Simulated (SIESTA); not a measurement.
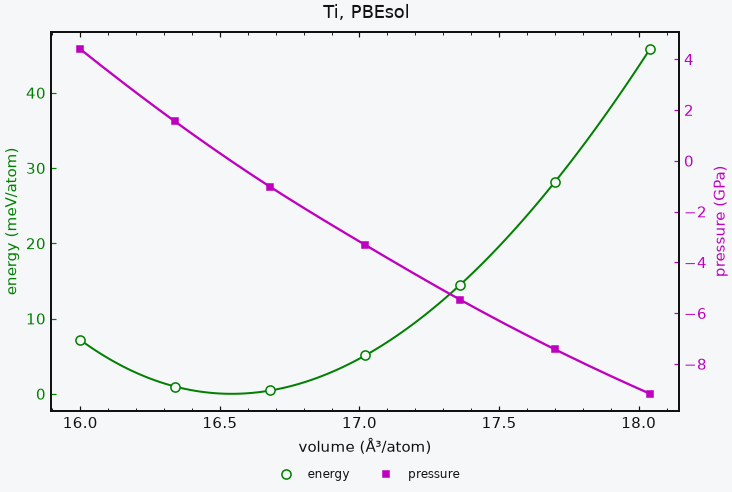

The figure shows the energy and pressure against volume for Ti, space group P6/mmm (No. 191).

Cell as given: a = 4.567 Å, b = 4.567 Å, c = 2.826 Å, α = 90.00°, β = 90.00°, γ = 120.00°; 3 atoms.

Method: DFT in numerical atomic orbitals with pseudopotentials, no spin polarisation; energies at scaled volumes of the given cell, shape and fractions fixed, counted from the fit's minimum, third-order Birch-Murnaghan fit (SIESTA 5.4.2). Level: PBEsol.

```json
{"setting": "k mesh", "value": "7×7×9"}
{"setting": "occupations", "value": "Fermi–Dirac"}
{"setting": "smearing width", "value": "0.05 eV"}
{"setting": "potentials", "value": "PseudoDojo 0.4 standard, converted to PSML, two zetas on semicore shells"}
{"setting": "program settings", "value": "basis DZP, mesh cutoff 800 Ry"}
```

Q: Give the fitted equation-of-state parameters.

A: A third-order Birch–Murnaghan fit gives V0 = 16.54 Å³/atom, B0 = 123 GPa and B′ = 3.4.

Q: How does the pressure vary with volume?

A: It falls from 4.41 GPa at volume 16.00 Å³/atom to −9.18 GPa at 18.04 Å³/atom, and changes sign near 16.54 Å³/atom.

Caveats: mulliken charges of long orbitals; shape and atomic fractions are frozen while scaling, which makes layered, chain and framework solids too stiff.

The computed values:

```csv
volume (Å³/atom),energy (meV/atom),pressure (GPa)
16.00,7.21,4.41
16.34,0.95,1.55
16.68,0.45,-1.02
17.02,5.10,-3.31
17.36,14.45,-5.47
17.70,28.18,-7.43
18.04,45.85,-9.18
```
